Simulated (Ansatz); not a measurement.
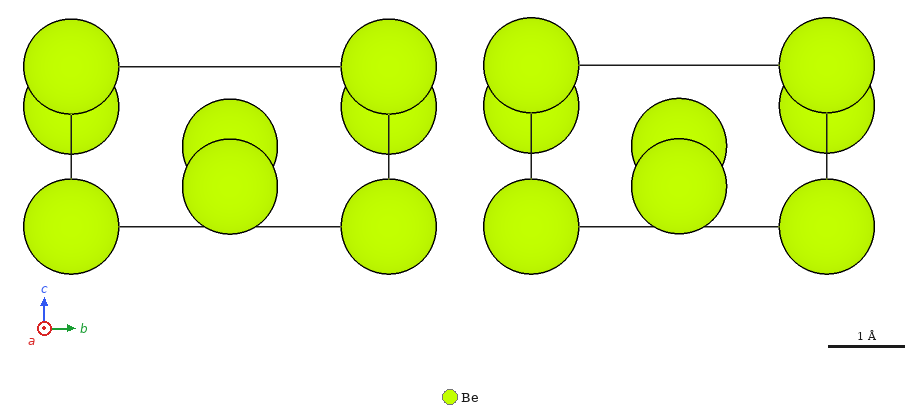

Two geometries of solid Be (built on the beta-tin_141 type) (coarse preliminary run), drawn at one scale. One is the start of a relaxation, the other its converged end. Style: spheres-only. Shown: the conventional cell (2 times the calculation's cell), along the a axis. Lengths and directions refer to the drawn axes.

Level of theory: DFT PBE, scalar-relativistic, plane waves, PAW (Ansatz). Set-up: plane-wave cutoff 420 eV; k-point mesh 8 × 8 × 8; occupations gaussian; smearing width 0.1 eV; no spin polarisation; cell and atoms relaxed; force threshold 0.04 eV/Å; at most 70 steps.

Which of the two is the end point?

Answer. The left one is the relaxed one. Case: beta-tin type (I4_1/amd, No. 141). No atom moves by more than 0.005 Å relative to the cell. Cell: a = b 3.909 → 4.199 Å (+7.4 %), c 2.133 → 2.115 Å (−0.8 %). Volume +14.4 %. Among the contacts that change: Be–Be 2.026 → 2.165 Å, Be–Be 2.133 → 2.115 Å. Among the angles between lasting bonds that change: Be–Be–Be 149.5° → 151.7°. The space group stays I4_1/amd (No. 141). Over 3 accepted moves (4 points after the start) the energy falls by 73.4 meV per atom. All forces vanish by symmetry, so only the cell relaxes. Pressure: 12.93 GPa at the start and 0.25 GPa at the end. At 1 point the geometry stayed and the basis and grid were re-selected for the new cell (energy shift of 0.4 meV per atom at most each time).
